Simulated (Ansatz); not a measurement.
# Ga: geometry relaxation (part 2 of 2)

The same run, continued: Ga (2 atoms in the cell); DFT PBEsol, scalar-relativistic, plane waves, PAW, no spin polarisation (Ansatz 0.2.0); cutoff 420 eV, 16×16×14 k-mesh, Fermi–Dirac smearing of 0.15 eV. The structure derives from an entry of the Crystallography Open Database. It belongs to a series of runs on one base structure; here: relaxed at 5 GPa.

Geometry of the input (Å; fractional positions):
```
1.3686  -3.9725  0.0000
1.3686  3.9725  0.0000
0.0000  0.0000  3.3057
Ga 0.8663  0.1337  0.2500
Ga 0.1337  0.8663  0.7500
```

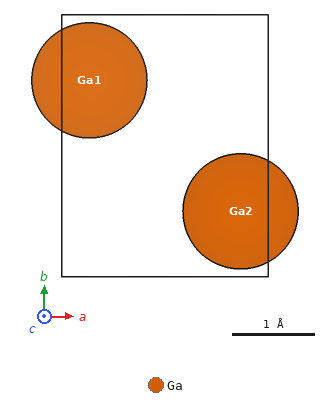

**Figure 1.** The geometry at step 4 of the log (spheres-only view of the reduced cell, along the c axis; atoms are numbered from 1 in the order of the input).

**Output, continued**
```
SCF iter   1: F=—  HF=-7486.375885 eV  |F-HF|=—  |Δ(HF+E_count)|=         —  Δρ=8.92e-5  dr2=9.63e-7  ethr=1.25e-7  ⟨swp⟩=2.8  Hψ=67363  notcnv=0
SCF iter   2: F=—  HF=-7486.375885 eV  |F-HF|=—  |Δ(HF+E_count)|=   1.36e-7  Δρ=1.01e-4  dr2=1.59e-6  ethr=3.71e-9  ⟨swp⟩=2.1  Hψ=16680  notcnv=0
SCF iter   3: F=—  HF=-7486.375885 eV  |F-HF|=—  |Δ(HF+E_count)|=   4.79e-8  Δρ=2.90e-5  dr2=1.46e-7  ethr=3.71e-9  ⟨swp⟩=2.0  Hψ=16708  notcnv=0
SCF iter   4: F=—  HF=-7486.375885 eV  |F-HF|=—  |Δ(HF+E_count)|=   1.92e-7  Δρ=5.14e-6  dr2=7.29e-9  ethr=5.61e-10  ⟨swp⟩=2.0  Hψ=16834  notcnv=0
SCF iter   5: F=—  HF=-7486.375885 eV  |F-HF|=—  |Δ(HF+E_count)|=   1.53e-8  Δρ=1.05e-6  dr2=3.12e-10  ethr=2.80e-11  ⟨swp⟩=2.0  Hψ=17562  notcnv=0
SCF iter   6: F=—  HF=-7486.375885 eV  |F-HF|=—  |Δ(HF+E_count)|=  4.73e-11  Δρ=2.08e-7  dr2=1.88e-11  ethr=1.20e-12  ⟨swp⟩=2.3  Hψ=17399  notcnv=0
SCF iter   7: F=-7486.375885 eV  HF=-7486.375885 eV  |F-HF|=9.09e-13  |Δ(HF+E_count)|=  1.82e-12  Δρ=4.92e-8  dr2=8.34e-13  ethr=1.00e-12  ⟨swp⟩=5.0  Hψ=38743  notcnv=0
SCF 7 converged in 7 iterations: F = -7486.375885 eV  dr2 = 8.34e-13
relax step   7: F+E_penalty+E_count = -7486.37588487 eV  Δ(F+E_penalty+E_count) = +7.050e-4 eV  max|allowed force component| = 2.968e-4 eV/Å  Δτ_max = 0.0000 Å  P = +5.002 GPa  Ω = 33.539 Å³  stress off target by 7.74e-3 GPa  SCF on the basis re-selected at this cell (its energy is not comparable with the rows above)  (7 SCF iters)
```

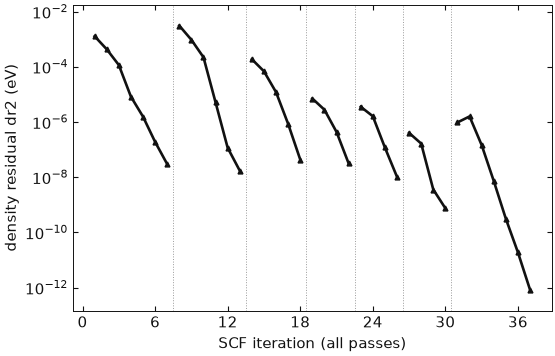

**Figure 2.** Convergence of the self-consistent field: density residual dr2 against the SCF iteration. The dotted lines part the SCF passes of the relaxation: geometry steps, rejected trials and re-solves on a re-selected basis. The 7 passes take 4 to 7 iterations each, 37 in all.

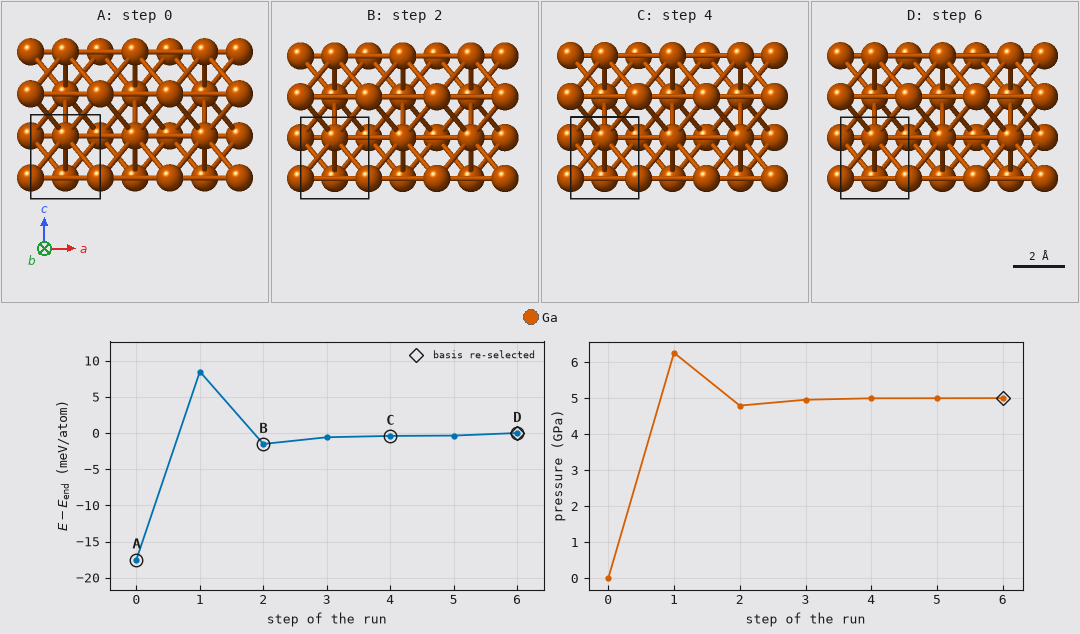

**Figure 3.** Frames of the relaxation (ball-and-stick view of the cell 2 times as large as that of the calculation, set on its symmetry axes, repeated 3 × 1 × 2, along the b axis) above the curves, on which the letters mark them (the first geometry is step 0 here and step 1 in the log).

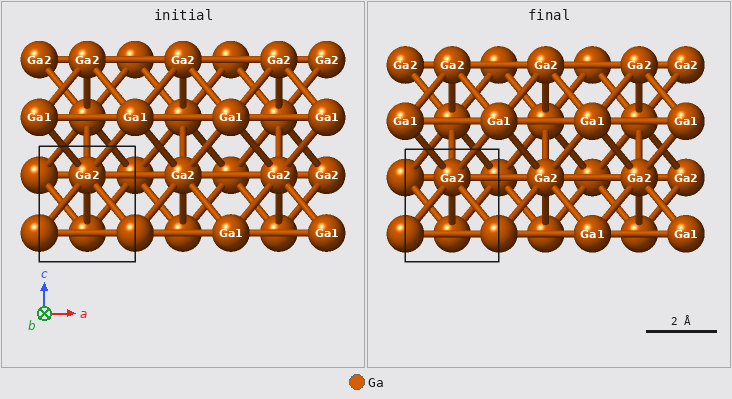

**Figure 4.** Before (left) and after (right) the relaxation, at one scale (ball-and-stick view of the cell 2 times as large as that of the calculation, set on its symmetry axes, repeated 3 × 1 × 2, along the b axis). No atom moves by more than 0.005 Å relative to the cell. The drawn cell changes as follows: a 2.737 → 2.673 Å (−2.3 %), b 7.945 → 7.799 Å (−1.8 %), c 3.306 → 3.217 Å (−2.7 %); the volume changes by −6.7 %. Distances before and after: Ga1–Ga1 2.737 → 2.673 Å, Ga1–Ga2 2.692 → 2.631 Å. The space group stays Cmcm (No. 63). After 5 geometry steps the energy has risen by 17.1 meV per atom. With the target pressure of 5 GPa, the enthalpy E + pV changes by −20.4 meV per atom. Largest force component: 0.00037 eV/Å at the start, 0.0003 eV/Å at the end. Pressure: 0.00 GPa at the start and 5.00 GPa at the end. A last SCF at the same geometry on a re-selected plane-wave basis shifts the energy by +0.4 meV per atom. (Atoms are counted from 1 in the order of the input.)

```
basis re-selected at this cell: Δ(F+E_penalty+E_count) = +7.050e-4 eV, ΔP = +0.002 GPa vs the last step (what re-selecting the basis moved, of the pressure what is left beyond the Pulay correction that the steps carried, after the strain that the cell walked since its last selection, with what the two solves' SCF thresholds leave and, on support functions, any second-order correction that the steps lacked; it is no measure of the basis error at this ecutwfc). This SCF's stress stands 7.74e-3 GPa from its target on what of the cell is left free (relax.cell.stress_tol is 2.00e-2 GPa) and its largest allowed force component is 2.97e-4 eV/Å (relax.f_tol is 1.00e-3 eV/Å): within both
SCF converged after 7 iterations
Free energy (F): -7486.375885 eV
Harris-Foulkes:  -7486.375885 eV  (|F-HF|=9.09e-13)
Internal energy: -7486.329460 eV  (E = F + TS)
E sigma→0 (E₀):  -7486.352673 eV
Entropy (-TS):   -0.046424 eV (-23.212 meV/atom)
Fermi energy:    11.243499 eV
--- Per-component energies (eV) ---
  E_band       = -37.658226
  E_kinetic    = 232.821914
  E_local      = -3447.700675  (includes V_loc(G=0)·N_el)
  E_nonlocal   = 847.250392
  E_hartree    = 1630.470319
  E_xc         = -139.274073
  E_vxc        = -118.825488  (∫ρ·V_xc dr)
  E_paw        = -3892.928734  (= ΣΔE_a)
  E_vpaw       = -812.144749  (= ΣTr[D̂ρ^β])
  E_aug_tail   = -0.000251  (compensation charges beyond the density's cutoff)
  E_ewald      = -2718.694307
  E_core_change = 1.725956  (= ΣΔE_core)
  E_smearing   = -0.046424  (= −TS)
  E_closure    = 0.000000  (closes the sum)
  Σ components = -7486.375885   (vs F -7486.375885, Δ=0.00e0)
--- Forces (eV/Å), atoms counted from 1 ---
  atom   1  Ga     0.00000000    -0.00029684     0.00000000
  atom   2  Ga    -0.00000000     0.00029684    -0.00000000
  max |Σ_I F_I| component: 0.00e0 eV/Å
--- Stress (GPa, compression-positive) ---
        5.007738       0.000000       0.000000
        0.000000       5.000098      -0.000000
        0.000000      -0.000000       4.996798
  P = ⅓ Tr σ = 5.0015 GPa (50.015 kbar)
--- Band table (eV; the first three rows and the last of 584) ---
  k-point 0: bands = ["-4.1048", "-4.0891", "-4.0385", "-4.0336", "-3.6763", "-3.6705", "-3.6212", "-3.6105", "-3.6096", "-3.4429", "-0.8762", "8.7812", "9.8178", "12.8466", "16.7805", "21.4653", "22.2302"]
  k-point 1: bands = ["-4.1086", "-4.0840", "-4.0336", "-4.0237", "-3.6880", "-3.6857", "-3.6113", "-3.6071", "-3.6001", "-3.4539", "-0.8002", "8.8719", "9.7226", "12.2192", "17.6981", "21.5355", "21.5410"]
  k-point 2: bands = ["-4.1198", "-4.0576", "-4.0346", "-3.9913", "-3.7126", "-3.7116", "-3.6173", "-3.5835", "-3.5801", "-3.4847", "-0.5714", "9.1421", "9.1866", "11.4445", "19.5851", "20.1518", "20.1835"]
  k-point 583: bands = ["-4.0330", "-4.0330", "-3.9665", "-3.9665", "-3.7000", "-3.7000", "-3.6491", "-3.6491", "-3.6126", "-3.6126", "4.9313", "4.9313", "6.3079", "6.3079", "23.0200", "23.0200", "23.8980"]
--- Relaxed structure (6 steps of the walk, 6 accepted, 1 SCFs on fresh bases) ---
  F+E_penalty+E_count = -7486.37588487 eV   max|allowed force component| = 2.968e-4 eV/Å   (the final SCF, on the basis selected at the relaxed cell)
  cell:  # Å, volume = 33.5393 Å³
    - [1.3366167171776355, -3.899487291660374, 0.0]
    - [1.3366167171776355, 3.899487291660374, 0.0]
    - [0.0, 0.0, 3.217433676954477]
  atoms:
    - { symbol: Ga, position: [0.866566815385436, 0.13343318461456405, 0.25] }
    - { symbol: Ga, position: [0.13343318461456405, 0.866566815385436, 0.75] }
```

**Trajectory as extended XYZ (Å, eV, eV/Å), 7 frames, from step=1 to step=7**
```
2
Lattice="1.3686 -3.9725 0.0000 1.3686 3.9725 0.0000 0.0000 0.0000 3.3057" Properties=species:S:1:pos:R:3:forces:R:3 step=1 energy=-7486.41086 pressure_GPa=-0.00
Ga    1.3686   -2.9101    0.8264    0.0000   0.0004   0.0000
Ga    1.3686    2.9101    2.4793    0.0000  -0.0004   0.0000
2
Lattice="1.3362 -3.8927 0.0000 1.3362 3.8927 0.0000 0.0000 0.0000 3.1780" Properties=species:S:1:pos:R:3:forces:R:3 step=2 energy=-7486.35889 pressure_GPa=6.26
Ga    1.3362   -2.8470    0.7945    0.0000  -0.0786   0.0000
Ga    1.3362    2.8470    2.3835    0.0000   0.0786   0.0000
2
Lattice="1.3398 -3.9044 0.0000 1.3398 3.9044 0.0000 0.0000 0.0000 3.2133" Properties=species:S:1:pos:R:3:forces:R:3 step=3 energy=-7486.37891 pressure_GPa=4.79
Ga    1.3398   -2.8612    0.8033    0.0000  -0.0095   0.0000
Ga    1.3398    2.8612    2.4100    0.0000   0.0095   0.0000
2
Lattice="1.3378 -3.9008 0.0000 1.3378 3.9008 0.0000 0.0000 0.0000 3.2149" Properties=species:S:1:pos:R:3:forces:R:3 step=4 energy=-7486.37705 pressure_GPa=4.96
Ga    1.3378   -2.8594    0.8037    0.0000  -0.0025   0.0000
Ga    1.3378    2.8594    2.4112    0.0000   0.0025   0.0000
2
Lattice="1.3364 -3.8964 0.0000 1.3364 3.8964 0.0000 0.0000 0.0000 3.2208" Properties=species:S:1:pos:R:3:forces:R:3 step=5 energy=-7486.37668 pressure_GPa=5.00
Ga    1.3364   -2.8563    0.8052    0.0000  -0.0037   0.0000
Ga    1.3364    2.8563    2.4156    0.0000   0.0037   0.0000
2
Lattice="1.3366 -3.8995 0.0000 1.3366 3.8995 0.0000 0.0000 0.0000 3.2174" Properties=species:S:1:pos:R:3:forces:R:3 step=6 energy=-7486.37659 pressure_GPa=5.00
Ga    1.3366   -2.8588    0.8044    0.0000  -0.0003   0.0000
Ga    1.3366    2.8588    2.4131    0.0000   0.0003   0.0000
2
Lattice="1.3366 -3.8995 0.0000 1.3366 3.8995 0.0000 0.0000 0.0000 3.2174" Properties=species:S:1:pos:R:3:forces:R:3 step=7 energy=-7486.37589 pressure_GPa=5.00
Ga    1.3366   -2.8588    0.8044    0.0000  -0.0003   0.0000
Ga    1.3366    2.8588    2.4131    0.0000   0.0003   0.0000
```
